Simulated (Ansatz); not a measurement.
**Geometry relaxation, with input and output: TiSe₃**

System: TiSe₃ (4 atoms in the cell).
Method: DFT PBE, scalar-relativistic, plane waves, PAW, no spin polarisation (Ansatz 0.2.0).

The structure was made by a generator, so it may or may not be a known phase. Figures and captions count atoms from 1; the log counts them from 0 in places.

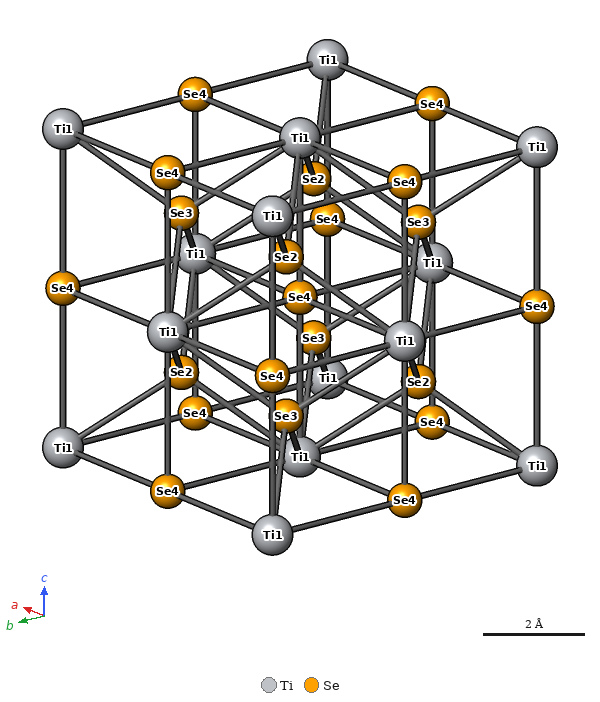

**Figure 1.** The structure as given in the input (ball-and-stick view of the cell 4 times as large as that of the calculation, set on its symmetry axes, seen at an oblique angle; atoms are numbered from 1 in the order of the input). An atom can appear more than once, as a periodic image.

The input
```yaml
crystal:
  lattice:
    - [0.0, 3.3411805355, 3.3411805355]
    - [3.3411805355, 0.0, 3.3411805355]
    - [3.3411805355, 3.3411805355, 0.0]
  atoms:
    - { symbol: Ti, position: [0.0, 0.0, 0.0] }
    - { symbol: Se, position: [0.25, 0.25, 0.25] }
    - { symbol: Se, position: [0.75, 0.75, 0.75] }
    - { symbol: Se, position: [0.5, 0.5, 0.5] }
basis:
  ecutwfc: 420
kpoints:
  mp_grid: { grid: [12, 12, 12] }
hamiltonian:
  xc: pbe
scf:
  occupations: { method: gaussian, width: 0.1 }
output:
  forces: true
  stress: true
  eigenvalues: true
  write_density: true
  write_potential: true
  elf: true
  volumetric_format: npy
relax:
  adjacent_minimum: "off"
  f_tol: 0.01
  max_steps: 80
  cell: { stress_tol: 0.05 }
```

Launched with:
```bash
ansatz run input.yaml --threads 1 --pin off --max-ram 2560MiB --backend cpu --events-out ev --progress --plain --runs-dir out
```

Output
```
Engine: ansatz 0.2.0, x86_64-unknown-linux-gnu
Pseudopotentials: kind: paw
Pseudopotential: Ti, paw, valence charge 12, recommended cutoff 420 eV (normal), Ti.paw.azcp
Pseudopotential: Se, paw, valence charge 16, recommended cutoff 420 eV (normal), Se.paw.azcp
Functional definition: PBE
  parameter kappa = 0.804
  parameter beta = 0.06672455060314922
  exchange = pbe_x(kappa = kappa, mu = beta*pi^2/3)
  correlation = pbe_c(beta = beta)
Crystal: 4 atoms, lattice volume = 74.598 Å³
Basis set: ecut = 420 eV, 1459 PW (Γ), exchange–correlation on 64×64×64 points (8 copies of the dense FFT grid, shifted against one another)
Bands: 36, of which v1, the nominal top of the filled ones, is band 30 counted from 1 (29 counted from 0)
Symmetry: 48 space group operations
Space group: Fm-3m (ITA 225), of the structure as read, at distance tolerance 4.2e-5 Å
k-points: 72 of 1728
Non-local potential: Ti, projectors of the file, l = 0: 3, l = 1: 2, l = 2: 3, l = 3: 1
Non-local potential: Se, projectors of the file, l = 0: 2, l = 1: 2, l = 2: 3, l = 3: 1
PAW form: soft (Blöchl's): semilocal exchange-correlation on the pseudo side does not see the compensation charge
PAW one-centre angular grid: Ti, 590 points (default); XC on 64 Gauss nodes
PAW one-centre angular grid: Se, 590 points (default); XC on 64 Gauss nodes
Initial density: superposition of atomic densities (neutral atoms: chi_scale 0, normalization atom), corrected by the library's trained network
Initial wavefunctions: pseudopotential atomic-orbital guess
Functional: x = pbe(κ = 0.804, μ = 0.2195149727645171), c = pbe(β = 0.06672455060314922)
SCF iter   1: F=—  HF=-18907.061126 eV  |F-HF|=—  |Δ(HF+E_count)|=         —  Δρ=8.65e-3  dr2=1.22e-1  ethr=1.77e-3  ⟨swp⟩=5.5  Hψ=8653  notcnv=0
preconditioner: auto → Kerker (q_TF=auto, 2.631 Å⁻¹)  [metal: Δε(μ)=0.005 eV  Ē_g=7.224 eV  σ=0.100 eV  W_gap=0.03  n_scr=14 (ndim 8)  ℏωp=20.2 eV  f_vac=0.000  D(μ)=3.88/eV (n_scr^D=26)]
SCF iter   2: F=—  HF=-18907.055882 eV  |F-HF|=—  |Δ(HF+E_count)|=   5.24e-3  Δρ=5.02e-3  dr2=4.43e-2  ethr=2.03e-4  ⟨swp⟩=1.0  Hψ=3168  notcnv=0
SCF iter   3: F=—  HF=-18907.052595 eV  |F-HF|=—  |Δ(HF+E_count)|=   3.29e-3  Δρ=6.78e-4  dr2=9.23e-4  ethr=7.38e-5  ⟨swp⟩=1.8  Hψ=2617  notcnv=0  defer=3
SCF iter   4: F=—  HF=-18907.052459 eV  |F-HF|=—  |Δ(HF+E_count)|=   1.36e-4  Δρ=2.80e-4  dr2=3.86e-5  ethr=1.54e-6  ⟨swp⟩=2.0  Hψ=4588  notcnv=0  defer=3
SCF iter   5: F=—  HF=-18907.052453 eV  |F-HF|=—  |Δ(HF+E_count)|=   5.95e-6  Δρ=5.55e-5  dr2=1.56e-6  ethr=6.43e-8  ⟨swp⟩=2.0  Hψ=4630  notcnv=0  defer=3
SCF iter   6: F=—  HF=-18907.052453 eV  |F-HF|=—  |Δ(HF+E_count)|=   8.51e-8  Δρ=1.48e-5  dr2=1.45e-7  ethr=1.67e-10  ⟨swp⟩=9.8  Hψ=20622  notcnv=0
SCF iter   7: F=-18907.052453 eV  HF=-18907.052453 eV  |F-HF|=2.08e-8  |Δ(HF+E_count)|=   2.32e-8  Δρ=3.49e-6  dr2=8.87e-9  ethr=1.67e-10  ⟨swp⟩=8.2  Hψ=17031  notcnv=0
SCF 1 converged in 7 iterations: F = -18907.052453 eV  dr2 = 8.87e-9
  greatest PAW one-centre occupation: 1.000 electrons in one spin orbital (limit 2), on the Se atom at site 3 (counted from 0), in its partial waves of l = 2
relax step   1: F+E_penalty+E_count = -18907.05245338 eV  Δ(F+E_penalty+E_count) = +0.000e0 eV  max|allowed force component| = 6.650e-18 eV/Å  Δτ_max = 0.0000 Å  P = +0.002 GPa  Ω = 74.598 Å³  (7 SCF iters, dr2 threshold 1.00e-7 eV, accepted)
Initial density: handed on by an earlier stage of this run
Initial wavefunctions: pseudopotential atomic-orbital guess (no wavefunctions were taken with the density)
iter 1 solved again at ethr=2.32e-9 eV; its pass at ethr=3.10e-3 eV (dr2=1.39e-6 eV) is discarded
SCF iter   1: F=—  HF=-18907.052460 eV  |F-HF|=—  |Δ(HF+E_count)|=         —  Δρ=3.56e-6  dr2=9.47e-9  ethr=2.32e-9  ⟨swp⟩=3.0  Hψ=16681  notcnv=0
preconditioner: auto → Kerker (q_TF=auto, 2.631 Å⁻¹)  [metal: Δε(μ)=0.026 eV  Ē_g=7.277 eV  σ=0.100 eV  W_gap=0.15  n_scr=14 (ndim 8)  ℏωp=20.2 eV  f_vac=0.000  D(μ)=3.75/eV (n_scr^D=26)]
SCF iter   2: F=—  HF=-18907.052453 eV  |F-HF|=—  |Δ(HF+E_count)|=   7.05e-6  Δρ=1.94e-6  dr2=2.28e-9  ethr=1.58e-11  ⟨swp⟩=2.0  Hψ=4696  notcnv=0
SCF iter   3: F=—  HF=-18907.052453 eV  |F-HF|=—  |Δ(HF+E_count)|=  4.80e-10  Δρ=1.19e-6  dr2=9.00e-10  ethr=3.80e-12  ⟨swp⟩=1.0  Hψ=2595  notcnv=0
iter 4 did not close the SCF: its close was put off for the readings that it lacked (scf_convergence_deferred on its scf_iter line)
SCF iter   4: F=-18907.052453 eV  HF=-18907.052453 eV  |F-HF|=7.28e-12  |Δ(HF+E_count)|=  2.76e-10  Δρ=1.05e-7  dr2=8.66e-12  ethr=1.50e-12  ⟨swp⟩=2.0  Hψ=3398  notcnv=0
iter 5 did not close the SCF: its close was put off for the readings that it lacked (scf_convergence_deferred on its scf_iter line)
SCF iter   5: F=-18907.052453 eV  HF=-18907.052453 eV  |F-HF|=3.64e-12  |Δ(HF+E_count)|=    0.00e0  Δρ=1.60e-8  dr2=2.63e-13  ethr=1.00e-12  ⟨swp⟩=1.0  Hψ=2592  notcnv=0
iter 6 did not close the SCF: its close was put off for the readings that it lacked (scf_convergence_deferred on its scf_iter line)
SCF iter   6: F=-18907.052453 eV  HF=-18907.052453 eV  |F-HF|=3.64e-12  |Δ(HF+E_count)|=  3.64e-12  Δρ=5.79e-9  dr2=4.14e-14  ethr=1.00e-12  ⟨swp⟩=1.0  Hψ=2592  notcnv=0
iter 7 did not close the SCF: its close was put off for the readings that it lacked (scf_convergence_deferred on its scf_iter line)
SCF iter   7: F=-18907.052453 eV  HF=-18907.052453 eV  |F-HF|=3.64e-12  |Δ(HF+E_count)|=  3.64e-12  Δρ=1.24e-9  dr2=1.63e-15  ethr=1.00e-12  ⟨swp⟩=1.0  Hψ=2592  notcnv=0
SCF iter   8: F=-18907.052453 eV  HF=-18907.052453 eV  |F-HF|=3.64e-12  |Δ(HF+E_count)|=  3.64e-12  Δρ=3.89e-10  dr2=8.47e-17  ethr=1.00e-12  ⟨swp⟩=3.0  Hψ=7771  notcnv=0
SCF 2 converged in 8 iterations: F = -18907.052453 eV  dr2 = 8.47e-17
relax step   2: F+E_penalty+E_count = -18907.05245339 eV  Δ(F+E_penalty+E_count) = -1.266e-8 eV  max|allowed force component| = 6.650e-18 eV/Å  Δτ_max = 0.0000 Å  P = +0.001 GPa  Ω = 74.598 Å³  stress off target by 1.49e-3 GPa  SCF on the basis re-selected at this cell (its energy is not comparable with the rows above)  (8 SCF iters)
```

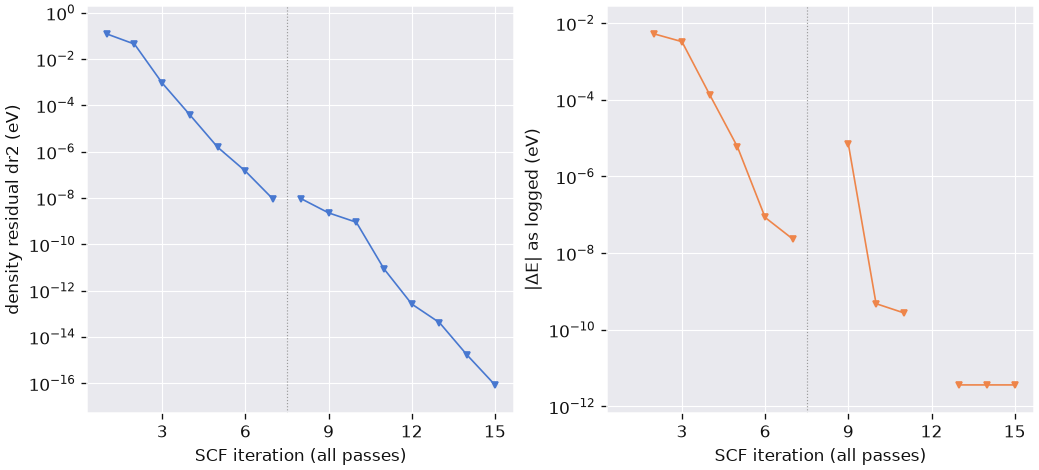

**Figure 2.** Convergence of the self-consistent field: density residual dr2 and size of the energy change against the SCF iteration. The dotted lines part the SCF passes of the relaxation: geometry steps, rejected trials and re-solves on a re-selected basis. The passes take 7 and 8 iterations.

```
basis re-selected at this cell: Δ(F+E_penalty+E_count) = -1.266e-8 eV, ΔP = -0.000 GPa vs the last step (what re-selecting the basis moved, of the pressure what is left beyond the Pulay correction that the steps carried, after the strain that the cell walked since its last selection, with what the two solves' SCF thresholds leave and, on support functions, any second-order correction that the steps lacked; it is no measure of the basis error at this ecutwfc). This SCF's stress stands 1.49e-3 GPa from its target on what of the cell is left free (relax.cell.stress_tol is 5.00e-2 GPa) and its largest allowed force component is 6.65e-18 eV/Å (relax.f_tol is 1.00e-2 eV/Å): within both
SCF converged after 8 iterations
Free energy (F): -18907.052453 eV
Harris-Foulkes:  -18907.052453 eV  (|F-HF|=3.64e-12)
Internal energy: -18907.033690 eV  (E = F + TS)
E sigma→0 (E₀):  -18907.043072 eV
Entropy (-TS):   -0.018763 eV (-4.691 meV/atom)
Fermi energy:    12.589714 eV
--- Per-component energies (eV) ---
  E_band       = -1130.603627
  E_kinetic    = 624.320982
  E_local      = -6869.925512  (includes V_loc(G=0)·N_el)
  E_nonlocal   = -1774.541879
  E_hartree    = 3411.969386
  E_xc         = -409.951857
  E_vxc        = -416.502196  (∫ρ·V_xc dr)
  E_paw        = -6783.352828  (= ΣΔE_a)
  E_vpaw       = 482.107880  (= ΣTr[D̂ρ^β])
  E_aug_tail   = -0.001675  (compensation charges beyond the density's cutoff)
  E_ewald      = -7105.550307
  E_smearing   = -0.018763  (= −TS)
  E_closure    = 0.000000  (closes the sum)
  Σ components = -18907.052453   (vs F -18907.052453, Δ=0.00e0)
--- Forces (eV/Å), atoms counted from 1 ---
  atom   1  Ti     0.00000000    -0.00000000    -0.00000000
  atom   2  Se     0.00000000    -0.00000000    -0.00000000
  atom   3  Se    -0.00000000     0.00000000     0.00000000
  atom   4  Se     0.00000000    -0.00000000     0.00000000
  max |Σ_I F_I| component: 2.31e-18 eV/Å
--- Stress (GPa, compression-positive) ---
        0.001489      -0.000000       0.000000
        0.000000       0.001489      -0.000000
        0.000000      -0.000000       0.001489
  P = ⅓ Tr σ = 0.0015 GPa (0.015 kbar)
--- Band table (eV; the first three rows and the last of 72) ---
  k-point 0: bands = ["-45.0004", "-35.8814", "-35.8814", "-35.8814", "-35.8798", "-35.8798", "-35.2835", "-35.2835", "-35.2821", "-35.2821", "-35.2821", "-35.2803", "-35.2803", "-35.2803", "-35.2784", "-35.2784", "-21.2234", "-21.2234", "-21.2234", "-3.3111", "0.8934", "1.9247", "8.0841", "8.0841", "8.0841", "8.8331", "8.8331", "8.8331", "12.4596", "12.4596", "12.4596", "12.5471", "12.5471", "14.8013", "14.8013", "14.8013"]
  k-point 1: bands = ["-45.0004", "-35.8814", "-35.8814", "-35.8814", "-35.8798", "-35.8798", "-35.2835", "-35.2835", "-35.2820", "-35.2820", "-35.2820", "-35.2803", "-35.2803", "-35.2803", "-35.2785", "-35.2785", "-21.2238", "-21.2235", "-21.2235", "-3.2568", "0.8323", "1.8357", "7.8377", "7.9885", "7.9885", "8.9191", "8.9191", "9.3965", "12.1253", "12.3000", "12.3000", "12.7469", "12.7469", "14.8387", "14.8387", "14.9421"]
  k-point 2: bands = ["-45.0003", "-35.8814", "-35.8814", "-35.8814", "-35.8798", "-35.8798", "-35.2832", "-35.2832", "-35.2819", "-35.2819", "-35.2819", "-35.2804", "-35.2804", "-35.2804", "-35.2788", "-35.2788", "-21.2247", "-21.2236", "-21.2236", "-3.0963", "0.6501", "1.5992", "7.7050", "7.7921", "7.7921", "9.0886", "9.0886", "10.3799", "11.5427", "12.1370", "12.1370", "13.0260", "13.0260", "14.9465", "14.9465", "15.0360"]
  k-point 71: bands = ["-45.0002", "-35.8815", "-35.8814", "-35.8814", "-35.8798", "-35.8798", "-35.2824", "-35.2824", "-35.2817", "-35.2815", "-35.2811", "-35.2811", "-35.2807", "-35.2806", "-35.2796", "-35.2796", "-21.2269", "-21.2269", "-21.2252", "-1.0003", "-0.5790", "-0.5790", "5.7521", "8.0891", "8.0891", "9.2037", "11.3867", "11.7022", "12.4918", "12.6244", "12.6244", "13.3107", "14.0753", "14.6549", "14.6549", "14.9108"]
--- Relaxed structure (1 steps of the walk, 1 accepted, 1 SCFs on fresh bases) ---
  F+E_penalty+E_count = -18907.05245339 eV   max|allowed force component| = 6.650e-18 eV/Å   (the final SCF, on the basis selected at the relaxed cell)
  cell:  # Å, volume = 74.5985 Å³
    - [0.0, 3.3411805355, 3.3411805355]
    - [3.3411805355, 0.0, 3.3411805355]
    - [3.3411805355, 3.3411805355, 0.0]
  atoms:
    - { symbol: Ti, position: [0.0, 0.0, 0.0] }
    - { symbol: Se, position: [0.25, 0.25, 0.25] }
    - { symbol: Se, position: [0.7500000000000001, 0.7500000000000001, 0.7500000000000001] }
    - { symbol: Se, position: [0.5, 0.5, 0.5] }
```

Trajectory as extended XYZ (Å, eV, eV/Å), 2 frames, from step=1 to step=2
```
4
Lattice="0.0000 3.3412 3.3412 3.3412 0.0000 3.3412 3.3412 3.3412 0.0000" Properties=species:S:1:pos:R:3:forces:R:3 step=1 energy=-18907.05245 pressure_GPa=0.00
Ti    0.0000    0.0000    0.0000    0.0000   0.0000   0.0000
Se    1.6706    1.6706    1.6706    0.0000   0.0000   0.0000
Se    5.0118    5.0118    5.0118    0.0000   0.0000   0.0000
Se    3.3412    3.3412    3.3412    0.0000   0.0000   0.0000
4
Lattice="0.0000 3.3412 3.3412 3.3412 0.0000 3.3412 3.3412 3.3412 0.0000" Properties=species:S:1:pos:R:3:forces:R:3 step=2 energy=-18907.05245 pressure_GPa=0.00
Ti    0.0000    0.0000    0.0000    0.0000   0.0000   0.0000
Se    1.6706    1.6706    1.6706    0.0000   0.0000   0.0000
Se    5.0118    5.0118    5.0118    0.0000   0.0000   0.0000
Se    3.3412    3.3412    3.3412    0.0000   0.0000   0.0000
```

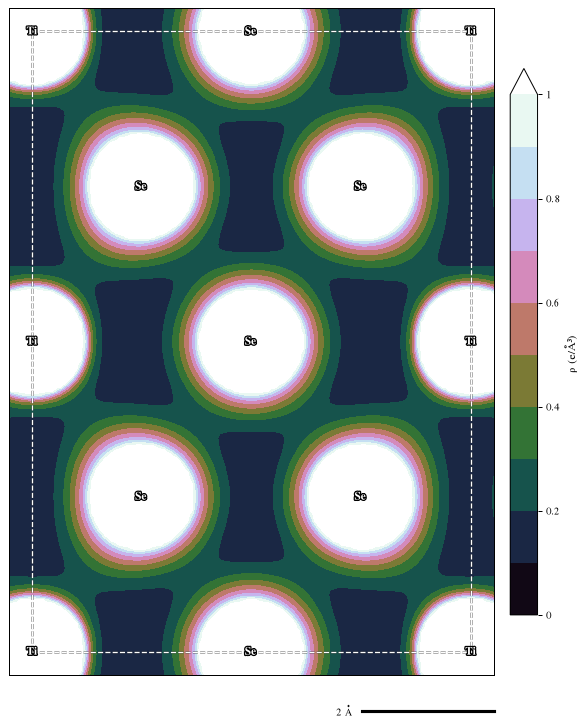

**Figure 3.** Valence charge density (pseudo) on the (110) plane of the conventional cell. The section cuts through Ti and Se sites. Ti–Se (2.89 Å): the density is about 0.25 e/Å³ at the midpoint, with its minimum of 0.23 e/Å³ about 1.3 Å from Ti. Ti–Se (3.34 Å): ρ at the midpoint is about 0.11 e/Å³, with its minimum of 0.1 e/Å³ about 1.4 Å from Ti. Away from the nuclei the density in this plane falls to 0.1 e/Å³ at its lowest. The fields are those of the smooth PAW valence density.

Key numbers

```tsv
quantity	value
outcome	converged
space group (tolerance 0.01 Å)	Fm-3m (225)
electrons treated	60
free energy	−18907.0525 eV
Fermi energy	12.590 eV
gap on the k-point mesh	none (metallic)
pressure	0.00 GPa
final volume	74.60 Å³
largest force (length of the vector) at the end	under 0.001 eV/Å
final cell	a = 4.725 Å, b = 4.725 Å, c = 4.725 Å, α = 60.00°, β = 60.00°, γ = 60.00°
hardware	1 thread of Intel Xeon @ 2.50GHz (Skylake/Cascade Lake), 189 GiB of memory available, shared host
wall time	50 s
peak memory	0.48 GiB
```
